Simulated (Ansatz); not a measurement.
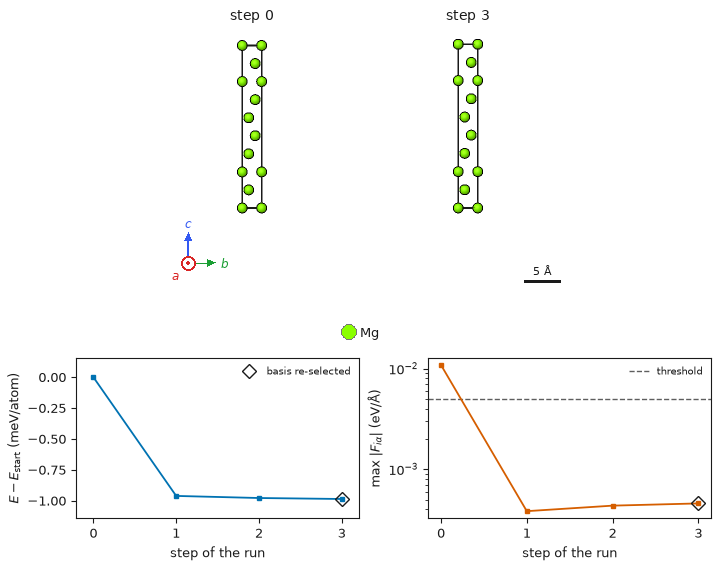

First and last geometry of a relaxation of a crystal of Mg (set up in R-3m), with the history of the run. A spheres-only model of the conventional cell (3 times the calculation's cell), seen along the a axis. Lengths and directions refer to the drawn axes.

Level of theory: Ansatz 0.2.0, DFT PBE, scalar-relativistic, plane waves, PAW. (plane-wave cutoff 420 eV; k-point mesh 15 × 15 × 15; occupations gaussian; smearing width 0.1 eV; no spin polarisation; cell and atoms relaxed; force threshold 0.005 eV/Å; at most 80 steps)

Did the run converge, and what did it change?

Answer. It converged. The atoms keep their places relative to the cell (all moves are under 0.005 Å). The drawn cell changes as follows: a = b 3.185 → 3.203 Å (+0.6 %), c 23.100 → 23.281 Å (+0.8 %); the volume changes by +1.9 %. Near-neighbour distances that change, for instance: Mg–Mg 3.147 → 3.173 Å, Mg–Mg 3.163 → 3.184 Å, Mg–Mg 3.185 → 3.203 Å. The space group stays R-3m (No. 166). Over 2 accepted moves (3 points after the start) the energy falls by 1.0 meV per atom. The largest force component goes from 0.011 to 0.00046 eV/Å. Pressure: 0.72 GPa at the start and 0.00 GPa at the end. The SCF was repeated once at an unchanged geometry on a basis and grid sized afresh for the cell, which shifted the energy by less than 0.05 meV per atom at most.

```
step  E − E(0), meV/atom  largest force component, eV/Å  pressure, GPa  volume, Å³/atom                      note
   0                0.00                         0.0108           0.72           22.554                          
   1               -0.96                         0.0004           0.09           22.934                          
   2               -0.98                         0.0004           0.00           22.989                          
   3               -0.99                         0.0005           0.00           22.989  same geometry, new basis
```
